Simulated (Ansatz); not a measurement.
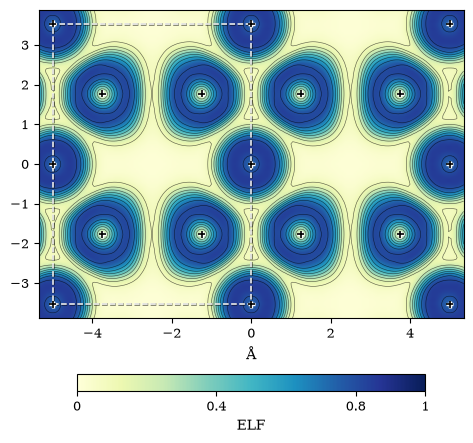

The electron localisation function on a plane through atoms (crosses mark nuclei in the plane).

These are results of Ansatz, DFT LDA, scalar-relativistic, plane waves, PAW, not measurements.

Candidates:
A. HfO₂, a = 5.00 Å, b = 5.00 Å, c = 5.00 Å, α = 90.00°, β = 90.00°, γ = 90.00°. Space group Fm-3m.
B. Ta, a = 2.84 Å, b = 2.84 Å, c = 5.07 Å, α = 90.00°, β = 90.00°, γ = 120.00°. Space group P-1; a structure from a database of computed crystals, not necessarily the ambient phase; changed on purpose from its base cell (atom 2 moved 0.06 A).

### Which candidate gave the map?

Candidate A: HfO₂ on the (101) plane of the conventional cell, which holds Hf and O. Hf–O (2.17 Å): the ELF peaks at about 0.85 in the valence shell of O, 0.6 Å from its nucleus, and drops to about 0.15 between the two atoms (no localised pair shows between them).
